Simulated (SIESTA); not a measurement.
# PtSe$_{2}$: 7 runs along one coordinate

System: PtSe$_{2}$ (3 atoms in the cell).
Method: Kohn-Sham DFT of a periodic cell, PBEsol, PseudoDojo 0.4 standard, converted to PSML, no spin polarisation (SIESTA 5.4.2).

The 7 runs differ only in the geometry, by an even scaling of the cell at fixed fractional positions. The structure derives from an entry of the Crystallography Open Database.

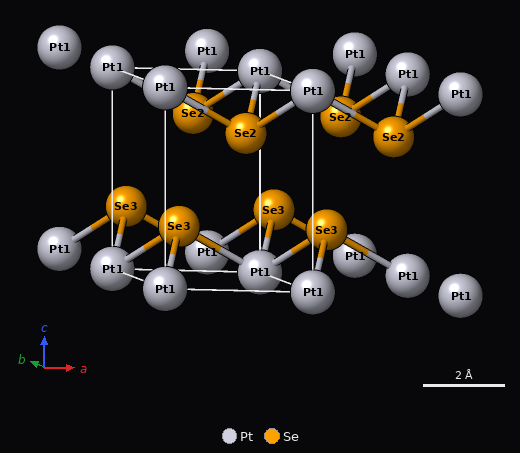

Figure 1. The structure of run 4 (ball-and-stick view of the cell of the calculation, repeated 2 × 2 × 1, seen slightly off an axis; atoms are numbered from 1 in the order of the input). An atom can appear more than once, as a periodic image.

**Input of run 4**
```
SystemName                      Sudovikovite
SystemLabel                     PtSe2
NumberOfSpecies                 2
NumberOfAtoms                   3
%block ChemicalSpeciesLabel
  1  78 Pt
  2  34 Se
%endblock ChemicalSpeciesLabel

LatticeConstant                 1.0 Ang
%block LatticeVectors
     3.7240000000     0.0000000000     0.0000000000
    -1.8620000000     3.2250786037     0.0000000000
     0.0000000000     0.0000000000     5.0620000000
%endblock LatticeVectors
AtomicCoordinatesFormat         Fractional
%block AtomicCoordinatesAndAtomicSpecies
     0.0000000000     0.0000000000     0.0000000000  1  Pt
     0.6666666667     0.3333333333     0.7500000000  2  Se
     0.3333333333     0.6666666667     0.2500000000  2  Se
%endblock AtomicCoordinatesAndAtomicSpecies

%block kgrid.MonkhorstPack
    8   0   0  0.0
    0   8   0  0.0
    0   0   5  0.0
%endblock kgrid.MonkhorstPack
XC.Functional                   GGA
XC.Authors                      PBEsol
PAO.BasisSize                   DZP
PAO.EnergyShift                 0.003 Ry
Mesh.Cutoff                     800 Ry
OccupationFunction              FD
ElectronicTemperature           0.05 eV
MaxSCFIterations                120
SCF.MustConverge                false
SCF.Mixer.Method                Pulay
SCF.Mixer.Weight                0.25
SCF.Mixer.History               8
SCF.DM.Tolerance                5.0e-05
SCF.H.Tolerance                 1.0e-03 eV
WriteForces                     true
Charge.Mulliken                 end
Charge.Hirshfeld                end
Charge.Voronoi                  end
SaveRho                         true
SaveElectrostaticPotential      true
%block PAO.Basis
  Pt 5
  n=5 0 2
    2.732 0.000
  n=6 0 2
    7.268 0.000
  n=5 1 2
    3.260 0.000
  n=6 1 1
    7.268
  n=5 2 2
    5.669 0.000
  Se 4
  n=4 0 2
    5.129 0.000
  n=4 1 2
    6.708 0.000
  n=3 2 2
    2.662 0.000
  n=4 2 1
    6.708
%endblock PAO.Basis
```

Command:
```bash
siesta < PtSe2.fdf > PtSe2.out 2>&1
```

Run 2 has the same physical settings and fractional positions; its lattice vectors (Å) are:
```
   3.673670    0.000000    0.000000
  -1.836835    3.181491    0.000000
   0.000000    0.000000    4.993586
```

**Results, with one run withheld**

```tsv
run	volume per atom (Å³)	free energy per atom, from the lowest run given (meV)	pressure (GPa)
1	19.049	107.08	17.47
2	19.455	?	?
3	19.860	39.10	9.78
4	20.265	18.59	6.53
5	20.671	5.84	3.61
6	21.076	0.00	1.04
7	21.481	0.32	−1.27
```

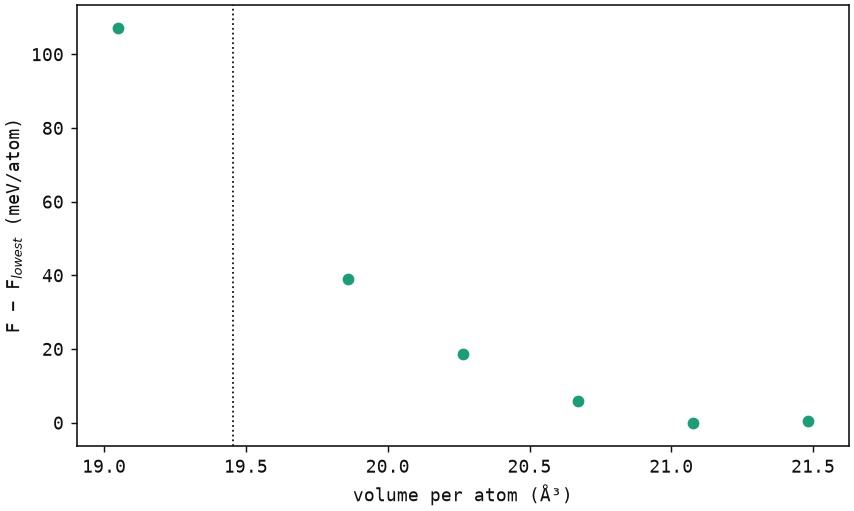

Figure 2. Free energy per atom of the runs given; the dotted line marks run 2.

Estimate the energy of run 2 from the others.

A cubic polynomial in V^(−2/3) (the Birch–Murnaghan form), fitted to the 6 runs given, misses them by at most 0.02 meV per atom. With x = V^(−2/3) − 0.13406 Å⁻², it reads F = 14.498 + 8132.6 x + 1.1094e+06 x² + 3.4515e+06 x³ (meV per atom). At run 2 it gives 68.20 meV per atom, and the run itself gives 68.38. The slope of the fit gives a pressure −dF/dV of 13.36 GPa there, and the run prints 13.44 GPa. The two needn't agree exactly: the fit is approximate, and the printed stress is taken on a finite basis. The fit has its minimum at 21.254 Å³ per atom, where V d²F/dV² gives 122 GPa. Cell shape and fractional positions are held, so this is the stiffness under even scaling; the relaxed bulk modulus wasn't computed and can be far lower in a crystal of layers, chains or molecules like this one.

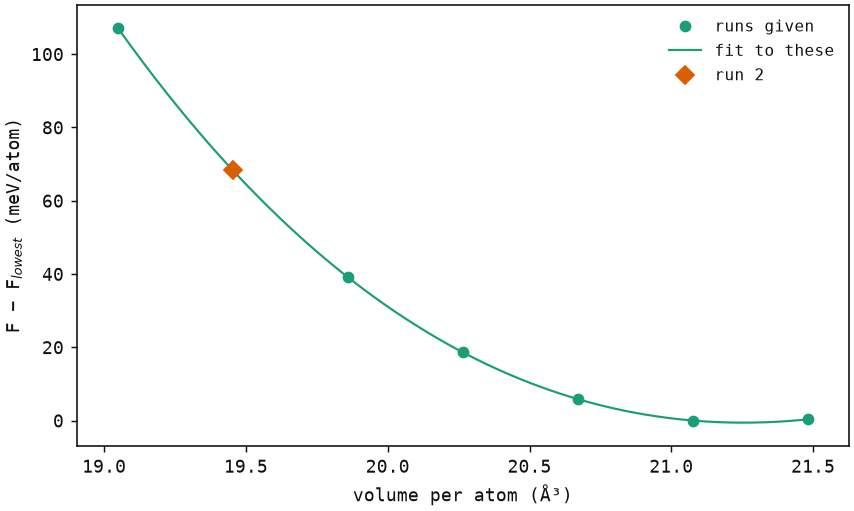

Figure 3. The fit and the withheld run.

**Some lines of the output (run 2)**
```
[...]
outcell: Cell volume (Ang**3)        :     58.3638
stepf: Fermi-Dirac step function
siesta: Etot    =    -10133.148606
siesta: FreeEng =    -10133.148608
        iscf     Eharris(eV)        E_KS(eV)     FreeEng(eV)     dDmax    Ef(eV) dHmax(eV)
siesta: E_KS(eV) =           -10142.9003
siesta: E_KS - E_eggbox =    -10142.9003
siesta: Etot    =    -10142.900256
siesta: FreeEng =    -10142.906715
siesta:         Fermi =      -3.515362
siesta: Cell volume =         58.363772 Ang**3
    Orbital volume contribution        =           2.283938 eV
```

Notes: Points of doubt noted for this run: mulliken charges of long orbitals. Spin–orbit coupling is left out, which matters for Pt. With a small basis of atomic orbitals these values can differ much from converged plane-wave results.
